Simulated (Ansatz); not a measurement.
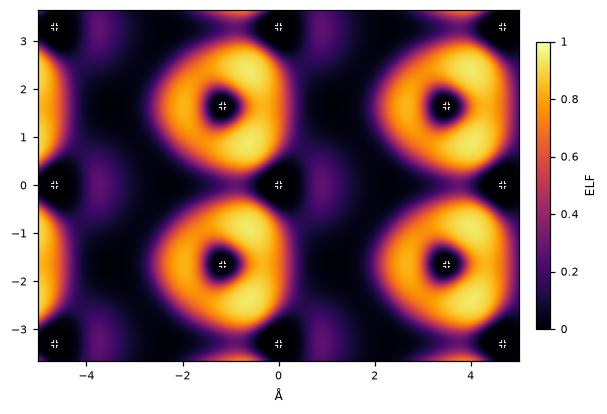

The electron localisation function on a plane through atoms (crosses mark nuclei in the plane).

The calculation used Ansatz, DFT, LDA, PAW with Ansatz's default frozen-core files, scalar-relativistic; relaxation of cell and atoms.

Candidates:
A. AlN, a = 4.28 Å, b = 4.28 Å, c = 4.28 Å, α = 90.00°, β = 90.00°, γ = 90.00°. Space group F-43m; a structure from a database of computed crystals, not necessarily the ambient phase; computed pressure about 10 GPa in this cell.
B. ZrS2, a = 3.54 Å, b = 3.54 Å, c = 5.41 Å, α = 90.00°, β = 90.00°, γ = 120.00°. Space group P-3m1; a structure from a database of computed crystals, not necessarily the ambient phase; computed pressure about 4 GPa in this cell.
C. BeS, a = 4.66 Å, b = 4.66 Å, c = 4.66 Å, α = 90.00°, β = 90.00°, γ = 90.00°. Space group F-43m; computed pressure about 10 GPa in this cell.

**Which system is this?**

Candidate C: BeS on the (101) plane of the conventional cell, which holds Be and S. Be–S (2.02 Å): the ELF peaks at about 0.95 between the atoms; a shared but strongly polarised pair.
